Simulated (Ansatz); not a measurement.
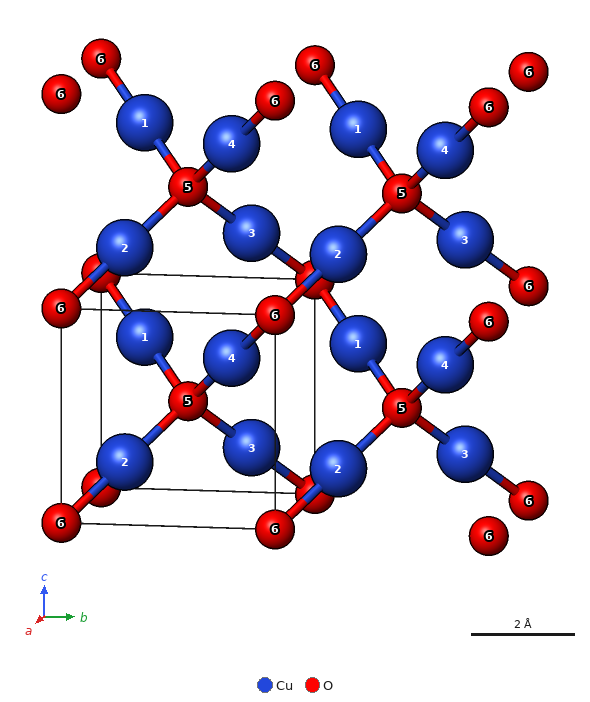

*The starting structure (ball-and-stick view of the cell of the calculation, repeated 1 × 2 × 2, seen slightly off an axis; atoms are numbered from 1 in the order of the input).*

Near neighbours in the crystal (not all of them lie inside the picture): Cu has 2 O at 1.84 Å; O has 4 Cu at 1.84 Å.

Geometry relaxation, with input and output: Cu$_{2}$O (part 1 of 2)

The run: geometry relaxation of Cu$_{2}$O (6 atoms in the cell). Method and program: DFT PBE, scalar-relativistic, plane waves, PAW, no spin polarisation (Ansatz 0.2.0).

The structure derives from a Materials Project entry. Figures and captions count atoms from 1; the log counts them from 0 in places.

Log:
```
Engine: ansatz 0.2.0, x86_64-unknown-linux-gnu
Pseudopotentials: kind: paw
Pseudopotential: Cu, paw, valence charge 19, recommended cutoff 420 eV (normal), Cu.paw.azcp
Pseudopotential: O, paw, valence charge 6, recommended cutoff 420 eV (normal), O.paw.azcp
Functional definition: PBE
  parameter kappa = 0.804
  parameter beta = 0.06672455060314922
  exchange = pbe_x(kappa = kappa, mu = beta*pi^2/3)
  correlation = pbe_c(beta = beta)
Crystal: 6 atoms, lattice volume = 76.587 Å³
Basis set: ecut = 420 eV, 1503 PW (Γ), exchange–correlation on 60×60×60 points (8 copies of the dense FFT grid, shifted against one another)
Bands: 53, of which v1, the nominal top of the filled ones, is band 44 counted from 1 (43 counted from 0)
Symmetry: 48 space group operations
Space group: Pn-3m (ITA 224), of the structure as read, at distance tolerance 4.2e-5 Å
k-points: 35 of 512
Non-local potential: Cu, projectors of the file, l = 0: 3, l = 1: 2, l = 2: 3, l = 3: 1
Non-local potential: O, projectors of the file, l = 0: 2, l = 1: 2, l = 2: 1
PAW form: soft (Blöchl's): semilocal exchange-correlation on the pseudo side does not see the compensation charge
PAW one-centre angular grid: Cu, 590 points (default); XC on 64 Gauss nodes
PAW one-centre angular grid: O, 110 points (default); XC on 64 Gauss nodes
Initial density: superposition of atomic densities (neutral atoms: chi_scale 0, normalization atom), corrected by the library's trained network
Initial wavefunctions: pseudopotential atomic-orbital guess
Functional: x = pbe(κ = 0.804, μ = 0.2195149727645171), c = pbe(β = 0.06672455060314922)
SCF iter   1: F=—  HF=-27632.953003 eV  |F-HF|=—  |Δ(HF+E_count)|=         —  Δρ=1.56e-3  dr2=1.13e-3  ethr=1.77e-3  ⟨swp⟩=6.3  Hψ=6373  notcnv=0
preconditioner: auto → Resta (q_TF=auto, 2.792 Å⁻¹)  ε∞=10.9  [insulator: Δε(μ)=0.557 eV  Ē_g=10.081 eV  σ=0.020 eV  W_gap=1.00  n_scr=26 (ndim 8)  ℏωp=31.8 eV  f_vac=0.020  D(μ)=0.00/eV (n_scr^D=0)  ε∞_Penn≈10.9]
SCF iter   2: F=—  HF=-27632.954061 eV  |F-HF|=—  |Δ(HF+E_count)|=   1.06e-3  Δρ=6.56e-4  dr2=2.39e-4  ethr=1.28e-6  ⟨swp⟩=3.1  Hψ=4037  notcnv=0  defer=56
SCF iter   3: F=—  HF=-27632.954262 eV  |F-HF|=—  |Δ(HF+E_count)|=   2.01e-4  Δρ=8.49e-4  dr2=3.28e-4  ethr=2.71e-7  ⟨swp⟩=2.1  Hψ=3218  notcnv=0  defer=56
SCF iter   4: F=—  HF=-27632.954258 eV  |F-HF|=—  |Δ(HF+E_count)|=   4.69e-6  Δρ=1.75e-4  dr2=1.67e-5  ethr=2.71e-7  ⟨swp⟩=2.0  Hψ=2454  notcnv=0  defer=56
SCF iter   5: F=—  HF=-27632.954092 eV  |F-HF|=—  |Δ(HF+E_count)|=   1.65e-4  Δρ=9.83e-5  dr2=7.87e-6  ethr=1.89e-8  ⟨swp⟩=2.0  Hψ=2731  notcnv=0  defer=56
SCF iter   6: F=—  HF=-27632.954092 eV  |F-HF|=—  |Δ(HF+E_count)|=   3.65e-9  Δρ=8.79e-5  dr2=3.24e-6  ethr=8.94e-9  ⟨swp⟩=2.0  Hψ=2692  notcnv=0  defer=56
SCF iter   7: F=-27632.954092 eV  HF=-27632.954092 eV  |F-HF|=6.31e-8  |Δ(HF+E_count)|=   6.96e-7  Δρ=1.04e-5  dr2=5.07e-8  ethr=1.14e-10  ⟨swp⟩=9.5  Hψ=12924  notcnv=0
SCF 1 converged in 7 iterations: F = -27632.954092 eV  dr2 = 5.07e-8
  greatest PAW one-centre occupation: 1.000 electrons in one spin orbital (limit 2), on the Cu atom at site 3 (counted from 0), in its partial waves of l = 0
relax step   1: F+E_penalty+E_count = -27632.95409175 eV  Δ(F+E_penalty+E_count) = +0.000e0 eV  max|allowed force component| = 7.710e-19 eV/Å  Δτ_max = 0.0000 Å  P = +4.410 GPa  Ω = 76.587 Å³  (7 SCF iters, dr2 threshold 1.00e-7 eV, accepted)
Crystal: 6 atoms, lattice volume = 77.847 Å³
Initial density: handed on by an earlier stage of this run
Initial wavefunctions: those handed on with the density
iter 1 solved again at ethr=9.37e-6 eV; its pass at ethr=3.10e-3 eV (dr2=8.25e-3 eV) is discarded
SCF iter   1: F=—  HF=-27632.978937 eV  |F-HF|=—  |Δ(HF+E_count)|=         —  Δρ=4.10e-3  dr2=8.18e-3  ethr=9.37e-6  ⟨swp⟩=2.0  Hψ=7466  notcnv=0
preconditioner: auto → Resta (q_TF=auto, 2.785 Å⁻¹)  ε∞=10.9  [insulator: Δε(μ)=0.519 eV  Ē_g=9.992 eV  σ=0.020 eV  W_gap=1.00  n_scr=26 (ndim 8)  ℏωp=31.5 eV  f_vac=0.023  D(μ)=0.00/eV (n_scr^D=0)  ε∞_Penn≈10.9]
SCF iter   2: F=—  HF=-27632.978281 eV  |F-HF|=—  |Δ(HF+E_count)|=   6.56e-4  Δρ=2.30e-3  dr2=2.00e-3  ethr=9.30e-6  ⟨swp⟩=2.0  Hψ=3012  notcnv=0
SCF iter   3: F=—  HF=-27632.977431 eV  |F-HF|=—  |Δ(HF+E_count)|=   8.50e-4  Δρ=7.37e-4  dr2=3.43e-4  ethr=2.27e-6  ⟨swp⟩=2.6  Hψ=3454  notcnv=0
SCF iter   4: F=—  HF=-27632.977185 eV  |F-HF|=—  |Δ(HF+E_count)|=   2.47e-4  Δρ=1.74e-4  dr2=1.65e-5  ethr=3.90e-7  ⟨swp⟩=2.6  Hψ=2536  notcnv=0
SCF iter   5: F=—  HF=-27632.977198 eV  |F-HF|=—  |Δ(HF+E_count)|=   1.35e-5  Δρ=1.50e-4  dr2=1.08e-5  ethr=1.88e-8  ⟨swp⟩=2.0  Hψ=2765  notcnv=0
SCF iter   6: F=—  HF=-27632.977202 eV  |F-HF|=—  |Δ(HF+E_count)|=   4.11e-6  Δρ=2.98e-5  dr2=6.11e-7  ethr=1.22e-8  ⟨swp⟩=2.0  Hψ=2758  notcnv=0
SCF iter   7: F=-27632.977202 eV  HF=-27632.977202 eV  |F-HF|=6.79e-9  |Δ(HF+E_count)|=   1.21e-7  Δρ=7.32e-6  dr2=3.59e-8  ethr=6.82e-10  ⟨swp⟩=7.3  Hψ=10951  notcnv=0
SCF 2 converged in 7 iterations: F = -27632.977202 eV  dr2 = 3.59e-8
relax step   2: F+E_penalty+E_count = -27632.97720228 eV  Δ(F+E_penalty+E_count) = -2.311e-2 eV  max|allowed force component| = 4.163e-17 eV/Å  Δτ_max = 0.0000 Å  P = +2.271 GPa  Ω = 77.847 Å³  energy of the carried Pulay correction = -3.046e-3 eV  (7 SCF iters, dr2 threshold 6.00e-7 eV, accepted)
Crystal: 6 atoms, lattice volume = 79.231 Å³
Basis set: ecut = 420 eV, 1551 PW (Γ), exchange–correlation on 60×60×60 points (8 copies of the dense FFT grid, shifted against one another)
iter 1 solved again at ethr=1.05e-5 eV; its pass at ethr=3.10e-3 eV (dr2=9.26e-3 eV) is discarded
SCF iter   1: F=—  HF=-27632.986043 eV  |F-HF|=—  |Δ(HF+E_count)|=         —  Δρ=4.36e-3  dr2=9.40e-3  ethr=1.05e-5  ⟨swp⟩=2.0  Hψ=7439  notcnv=0
preconditioner: auto → Resta (q_TF=auto, 2.776 Å⁻¹)  ε∞=11.0  [insulator: Δε(μ)=0.481 eV  Ē_g=9.872 eV  σ=0.020 eV  W_gap=1.00  n_scr=26 (ndim 8)  ℏωp=31.2 eV  f_vac=0.024  D(μ)=0.00/eV (n_scr^D=0)  ε∞_Penn≈11.0]
SCF iter   2: F=—  HF=-27632.985346 eV  |F-HF|=—  |Δ(HF+E_count)|=   6.97e-4  Δρ=2.46e-3  dr2=2.36e-3  ethr=1.05e-5  ⟨swp⟩=2.1  Hψ=3087  notcnv=0
SCF iter   3: F=—  HF=-27632.984353 eV  |F-HF|=—  |Δ(HF+E_count)|=   9.94e-4  Δρ=7.96e-4  dr2=4.07e-4  ethr=2.68e-6  ⟨swp⟩=2.5  Hψ=3377  notcnv=0
SCF iter   4: F=—  HF=-27632.984084 eV  |F-HF|=—  |Δ(HF+E_count)|=   2.68e-4  Δρ=1.84e-4  dr2=1.95e-5  ethr=4.63e-7  ⟨swp⟩=2.5  Hψ=2502  notcnv=0
SCF iter   5: F=—  HF=-27632.984099 eV  |F-HF|=—  |Δ(HF+E_count)|=   1.45e-5  Δρ=1.58e-4  dr2=1.26e-5  ethr=2.21e-8  ⟨swp⟩=2.0  Hψ=2765  notcnv=0
SCF iter   6: F=—  HF=-27632.984104 eV  |F-HF|=—  |Δ(HF+E_count)|=   4.69e-6  Δρ=3.33e-5  dr2=7.76e-7  ethr=1.43e-8  ⟨swp⟩=2.0  Hψ=2761  notcnv=0
SCF iter   7: F=-27632.984104 eV  HF=-27632.984104 eV  |F-HF|=6.97e-9  |Δ(HF+E_count)|=   1.79e-7  Δρ=8.76e-6  dr2=4.87e-8  ethr=6.82e-10  ⟨swp⟩=7.4  Hψ=11125  notcnv=0
SCF 3 converged in 7 iterations: F = -27632.984104 eV  dr2 = 4.87e-8
  greatest PAW one-centre occupation: 1.000 electrons in one spin orbital (limit 2), on the Cu atom at site 1 (counted from 0), in its partial waves of l = 0
relax step   3: F+E_penalty+E_count = -27632.98410380 eV  Δ(F+E_penalty+E_count) = -6.902e-3 eV  max|allowed force component| = 2.197e-17 eV/Å  Δτ_max = 0.0000 Å  P = +0.122 GPa  Ω = 79.231 Å³  energy of the carried Pulay correction = -6.335e-3 eV  (7 SCF iters, dr2 threshold 6.00e-7 eV, accepted)
Crystal: 6 atoms, lattice volume = 79.311 Å³
iter 1 solved again at ethr=3.13e-8 eV; its pass at ethr=3.10e-3 eV (dr2=2.75e-5 eV) is discarded
SCF iter   1: F=—  HF=-27632.984116 eV  |F-HF|=—  |Δ(HF+E_count)|=         —  Δρ=2.52e-4  dr2=3.12e-5  ethr=3.13e-8  ⟨swp⟩=2.1  Hψ=7134  notcnv=0
preconditioner: auto → Resta (q_TF=auto, 2.776 Å⁻¹)  ε∞=11.0  [insulator: Δε(μ)=0.478 eV  Ē_g=9.846 eV  σ=0.020 eV  W_gap=1.00  n_scr=26 (ndim 8)  ℏωp=31.2 eV  f_vac=0.024  D(μ)=0.00/eV (n_scr^D=0)  ε∞_Penn≈11.0]
SCF iter   2: F=—  HF=-27632.983950 eV  |F-HF|=—  |Δ(HF+E_count)|=   1.66e-4  Δρ=1.37e-4  dr2=7.37e-6  ethr=3.13e-8  ⟨swp⟩=2.1  Hψ=2756  notcnv=0
SCF iter   3: F=—  HF=-27632.983947 eV  |F-HF|=—  |Δ(HF+E_count)|=   3.18e-6  Δρ=4.91e-5  dr2=1.55e-6  ethr=8.37e-9  ⟨swp⟩=2.6  Hψ=3156  notcnv=0
SCF iter   4: F=—  HF=-27632.983947 eV  |F-HF|=—  |Δ(HF+E_count)|=   3.19e-7  Δρ=1.16e-5  dr2=9.18e-8  ethr=1.76e-9  ⟨swp⟩=2.4  Hψ=2436  notcnv=0
SCF iter   5: F=—  HF=-27632.983947 eV  |F-HF|=—  |Δ(HF+E_count)|=   5.37e-8  Δρ=9.33e-6  dr2=5.33e-8  ethr=4.20e-11  ⟨swp⟩=7.0  Hψ=10614  notcnv=0
SCF iter   6: F=-27632.983947 eV  HF=-27632.983947 eV  |F-HF|=4.80e-10  |Δ(HF+E_count)|=   1.24e-8  Δρ=2.51e-6  dr2=3.86e-9  ethr=4.20e-11  ⟨swp⟩=7.5  Hψ=10949  notcnv=0
SCF 4 converged in 6 iterations: F = -27632.983947 eV  dr2 = 3.86e-9
relax step   4: F+E_penalty+E_count = -27632.98394696 eV  Δ(F+E_penalty+E_count) = +1.568e-4 eV  max|allowed force component| = 1.677e-17 eV/Å  Δτ_max = 0.0000 Å  P = +0.003 GPa  Ω = 79.311 Å³  energy of the carried Pulay correction = -6.523e-3 eV  (6 SCF iters, dr2 threshold 3.70e-8 eV, accepted)
Initial wavefunctions: pseudopotential atomic-orbital guess (no wavefunctions were taken with the density)
iter 1 solved again at ethr=1.69e-7 eV; its pass at ethr=3.10e-3 eV (dr2=1.49e-4 eV) is discarded
SCF iter   1: F=—  HF=-27632.987000 eV  |F-HF|=—  |Δ(HF+E_count)|=         —  Δρ=8.96e-4  dr2=2.17e-5  ethr=1.69e-7  ⟨swp⟩=3.0  Hψ=11027  notcnv=0
preconditioner: auto → Resta (q_TF=auto, 2.776 Å⁻¹)  ε∞=11.0  [insulator: Δε(μ)=0.479 eV  Ē_g=9.845 eV  σ=0.020 eV  W_gap=1.00  n_scr=26 (ndim 8)  ℏωp=31.2 eV  f_vac=0.024  D(μ)=0.00/eV (n_scr^D=0)  ε∞_Penn≈11.0]
SCF iter   2: F=—  HF=-27632.990376 eV  |F-HF|=—  |Δ(HF+E_count)|=   3.38e-3  Δρ=4.54e-4  dr2=6.48e-6  ethr=2.46e-8  ⟨swp⟩=2.0  Hψ=2740  notcnv=0
SCF iter   3: F=—  HF=-27632.991474 eV  |F-HF|=—  |Δ(HF+E_count)|=   1.10e-3  Δρ=1.27e-4  dr2=1.06e-6  ethr=7.37e-9  ⟨swp⟩=2.1  Hψ=2504  notcnv=0
SCF iter   4: F=—  HF=-27632.991549 eV  |F-HF|=—  |Δ(HF+E_count)|=   7.52e-5  Δρ=4.18e-5  dr2=6.81e-7  ethr=1.20e-9  ⟨swp⟩=2.0  Hψ=3245  notcnv=0
SCF iter   5: F=—  HF=-27632.991550 eV  |F-HF|=—  |Δ(HF+E_count)|=   7.54e-7  Δρ=5.58e-6  dr2=5.91e-9  ethr=7.73e-10  ⟨swp⟩=2.0  Hψ=2552  notcnv=0
SCF iter   6: F=—  HF=-27632.991550 eV  |F-HF|=—  |Δ(HF+E_count)|=   1.31e-8  Δρ=3.53e-6  dr2=7.66e-9  ethr=6.72e-12  ⟨swp⟩=2.0  Hψ=3255  notcnv=0
SCF iter   7: F=—  HF=-27632.991550 eV  |F-HF|=—  |Δ(HF+E_count)|=  4.91e-10  Δρ=8.53e-7  dr2=6.59e-10  ethr=6.72e-12  ⟨swp⟩=2.3  Hψ=2788  notcnv=0
SCF iter   8: F=—  HF=-27632.991550 eV  |F-HF|=—  |Δ(HF+E_count)|=  3.75e-10  Δρ=7.97e-7  dr2=5.08e-10  ethr=1.00e-12  ⟨swp⟩=1.0  Hψ=1855  notcnv=0
SCF iter   9: F=-27632.991550 eV  HF=-27632.991550 eV  |F-HF|=7.28e-12  |Δ(HF+E_count)|=  4.37e-11  Δρ=1.70e-7  dr2=1.76e-11  ethr=1.00e-12  ⟨swp⟩=3.9  Hψ=8093  notcnv=0
SCF 5 converged in 9 iterations: F = -27632.991550 eV  dr2 = 1.76e-11
relax step   5: F+E_penalty+E_count = -27632.99154968 eV  Δ(F+E_penalty+E_count) = -7.603e-3 eV  max|allowed force component| = 1.908e-17 eV/Å  Δτ_max = 0.0000 Å  P = +0.144 GPa  Ω = 79.311 Å³  stress off target by 1.44e-1 GPa  SCF on the basis re-selected at this cell (its energy is not comparable with the rows above)  (9 SCF iters)
basis re-selected at this cell: Δ(F+E_penalty+E_count) = -7.603e-3 eV, ΔP = +0.141 GPa vs the last step (what re-selecting the basis moved, of the pressure what is left beyond the Pulay correction that the steps carried, after the strain that the cell walked since its last selection, with what the two solves' SCF thresholds leave and, on support functions, any second-order correction that the steps lacked; it is no measure of the basis error at this ecutwfc). This SCF's stress stands 1.44e-1 GPa from its target on what of the cell is left free (relax.cell.stress_tol is 5.00e-2 GPa) and its largest allowed force component is 1.91e-17 eV/Å (relax.f_tol is 5.00e-3 eV/Å): not within both, so this SCF does not close the relaxation
Crystal: 6 atoms, lattice volume = 79.409 Å³
iter 1 solved again at ethr=4.22e-8 eV; its pass at ethr=3.10e-3 eV (dr2=3.71e-5 eV) is discarded
SCF iter   1: F=—  HF=-27632.991527 eV  |F-HF|=—  |Δ(HF+E_count)|=         —  Δρ=2.98e-4  dr2=4.38e-5  ethr=4.22e-8  ⟨swp⟩=2.1  Hψ=7044  notcnv=0
preconditioner: auto → Resta (q_TF=auto, 2.775 Å⁻¹)  ε∞=11.0  [insulator: Δε(μ)=0.476 eV  Ē_g=9.838 eV  σ=0.020 eV  W_gap=1.00  n_scr=26 (ndim 8)  ℏωp=31.2 eV  f_vac=0.024  D(μ)=0.00/eV (n_scr^D=0)  ε∞_Penn≈11.0]
SCF iter   2: F=—  HF=-27632.991362 eV  |F-HF|=—  |Δ(HF+E_count)|=   1.65e-4  Δρ=1.68e-4  dr2=1.11e-5  ethr=4.22e-8  ⟨swp⟩=2.1  Hψ=2740  notcnv=0
SCF iter   3: F=—  HF=-27632.991357 eV  |F-HF|=—  |Δ(HF+E_count)|=   4.69e-6  Δρ=5.45e-5  dr2=1.90e-6  ethr=1.26e-8  ⟨swp⟩=2.9  Hψ=3359  notcnv=0
SCF iter   4: F=—  HF=-27632.991357 eV  |F-HF|=—  |Δ(HF+E_count)|=   4.27e-7  Δρ=1.27e-5  dr2=9.19e-8  ethr=2.16e-9  ⟨swp⟩=2.5  Hψ=2511  notcnv=0
SCF iter   5: F=—  HF=-27632.991357 eV  |F-HF|=—  |Δ(HF+E_count)|=   7.30e-8  Δρ=1.06e-5  dr2=6.02e-8  ethr=5.91e-11  ⟨swp⟩=7.1  Hψ=10601  notcnv=0
SCF iter   6: F=-27632.991357 eV  HF=-27632.991357 eV  |F-HF|=1.42e-10  |Δ(HF+E_count)|=   1.77e-8  Δρ=2.30e-6  dr2=3.54e-9  ethr=5.91e-11  ⟨swp⟩=7.7  Hψ=10832  notcnv=0
SCF 6 converged in 6 iterations: F = -27632.991357 eV  dr2 = 3.54e-9
relax step   6: F+E_penalty+E_count = -27632.99135707 eV  Δ(F+E_penalty+E_count) = +1.926e-4 eV  max|allowed force component| = 2.737e-17 eV/Å  Δτ_max = 0.0000 Å  P = +0.005 GPa  Ω = 79.409 Å³  energy of the carried Pulay correction = -2.380e-4 eV  (6 SCF iters, dr2 threshold 5.20e-8 eV, accepted)
iter 1 solved again at ethr=1.18e-7 eV; its pass at ethr=3.10e-3 eV (dr2=1.04e-4 eV) is discarded
SCF iter   1: F=—  HF=-27632.991870 eV  |F-HF|=—  |Δ(HF+E_count)|=         —  Δρ=1.14e-5  dr2=1.87e-8  ethr=1.18e-7  ⟨swp⟩=3.0  Hψ=11022  notcnv=0
eigensolver tolerance schedule: the retry pair's looser diagonalisation over-reported the residual by 5565.40 of it (diagonalisation noise at 0.27 of the residual, at the tolerance the schedule requests for it); recorded, not acted on — ethr = c·dr2/N_el stays at c = 1.0e-1
preconditioner: auto → Resta (q_TF=auto, 2.775 Å⁻¹)  ε∞=11.0  [insulator: Δε(μ)=0.476 eV  Ē_g=9.836 eV  σ=0.020 eV  W_gap=1.00  n_scr=26 (ndim 8)  ℏωp=31.2 eV  f_vac=0.024  D(μ)=0.00/eV (n_scr^D=0)  ε∞_Penn≈11.0]
SCF iter   2: F=—  HF=-27632.991702 eV  |F-HF|=—  |Δ(HF+E_count)|=   1.68e-4  Δρ=8.67e-6  dr2=2.68e-8  ethr=2.12e-11  ⟨swp⟩=2.4  Hψ=3429  notcnv=0
SCF iter   3: F=—  HF=-27632.991702 eV  |F-HF|=—  |Δ(HF+E_count)|=   6.91e-9  Δρ=5.65e-6  dr2=8.85e-9  ethr=2.12e-11  ⟨swp⟩=2.3  Hψ=2929  notcnv=0
SCF iter   4: F=—  HF=-27632.991702 eV  |F-HF|=—  |Δ(HF+E_count)|=   2.35e-9  Δρ=1.09e-6  dr2=6.44e-10  ethr=1.01e-11  ⟨swp⟩=3.0  Hψ=3360  notcnv=0
SCF iter   5: F=—  HF=-27632.991702 eV  |F-HF|=—  |Δ(HF+E_count)|=  1.82e-11  Δρ=4.77e-7  dr2=1.23e-10  ethr=1.00e-12  ⟨swp⟩=2.7  Hψ=2672  notcnv=0
SCF iter   6: F=-27632.991702 eV  HF=-27632.991702 eV  |F-HF|=7.28e-12  |Δ(HF+E_count)|=  9.82e-11  Δρ=1.98e-7  dr2=1.90e-11  ethr=1.00e-12  ⟨swp⟩=5.0  Hψ=8053  notcnv=0
SCF 7 converged in 6 iterations: F = -27632.991702 eV  dr2 = 1.90e-11
relax step   7: F+E_penalty+E_count = -27632.99170201 eV  Δ(F+E_penalty+E_count) = -3.449e-4 eV  max|allowed force component| = 2.159e-17 eV/Å  Δτ_max = 0.0000 Å  P = +0.006 GPa  Ω = 79.409 Å³  stress off target by 6.25e-3 GPa  SCF on the basis re-selected at this cell (its energy is not comparable with the rows above)  (6 SCF iters)
```

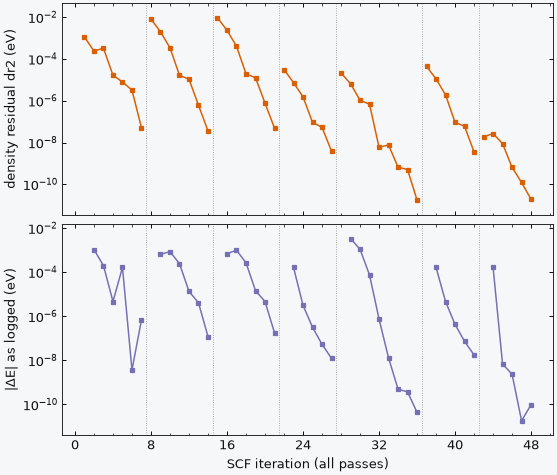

*Convergence of the self-consistent field: density residual dr2 and size of the energy change against the SCF iteration. The dotted lines part the SCF passes of the relaxation: geometry steps, rejected trials and re-solves on a re-selected basis.*

The 7 passes take 6 to 9 iterations each, 48 in all.

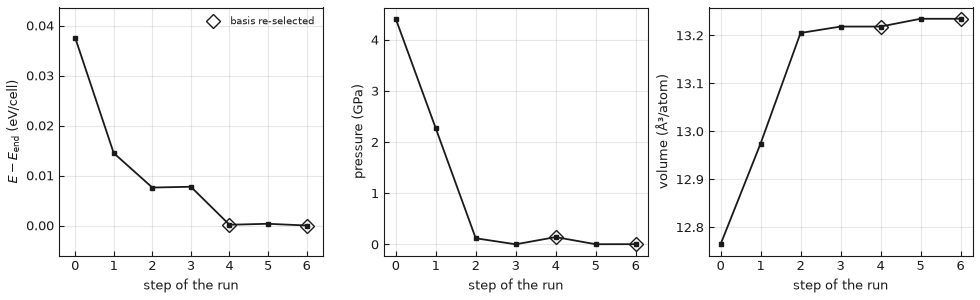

*Progress of the relaxation, step by step (the first geometry is step 0 here and step 1 in the log).*
